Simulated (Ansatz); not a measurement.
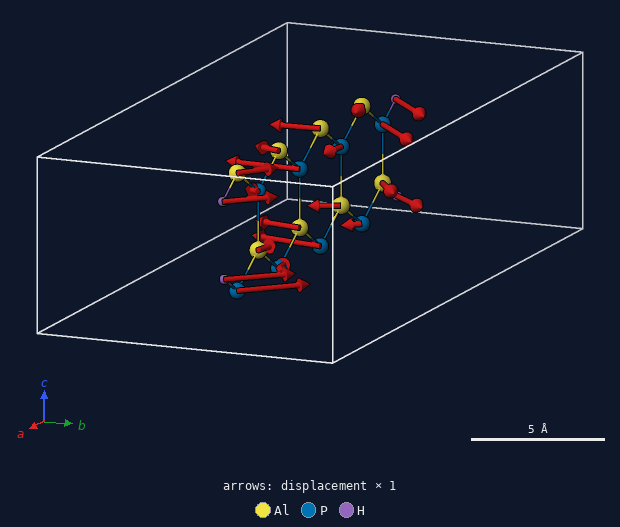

A relaxation of a wire of composition Al2P2H. The starting structure is drawn; red arrows show the displacements (the part carried along by the change of the cell is left out), at their true length.

Style: ball-and-stick. Shown: the cell of the calculation, with the vacuum cut short, slightly off an axis.

Case: armchair ribbon, 8 formula units a period, edges capped with H.

The calculation used DFT PBE, scalar-relativistic, plane waves, PAW (Ansatz 0.2.0). Settings: plane-wave cutoff 420 eV; k-point mesh 1 × 1 × 5; occupations gaussian; smearing width 0.05 eV; no spin polarisation; cell relaxed at fixed a, b, alpha, beta, gamma; force threshold 0.02 eV/Å; at most 45 steps.

### What happened in the run?

The energy falls by 1.298 eV per cell of the calculation in 39 accepted moves (41 points after the start). Largest force component: 0.39 eV/Å at the start, 0.014 eV/Å at the end. The line search rejected the trial step at point 6 of the run. The SCF was repeated once at an unchanged geometry on a basis and grid sized afresh for the cell, which shifted the energy by 6.5 meV per cell of the calculation at most. The largest moves relative to the centre of the atoms, 3.02 Å, are those of P atoms. Largest moves by element: P 3.02 Å, H 2.94 Å, Al 2.03 Å. Along the periodic axis the drawn cell goes c 6.823 → 5.926 Å (−13.2 %). Some distances before and after: Al–P 2.274 → 2.334 Å, Al–P 2.274 → 2.305 Å, H–P 1.420 → 1.433 Å, Al–H 1.600 → 1.593 Å. Among the angles between lasting bonds that change: Al–P–Al 120.0° → 88.9°, Al–P–Al 120.0° → 89.5°, Al–P–H 120.0° → 93.4°.
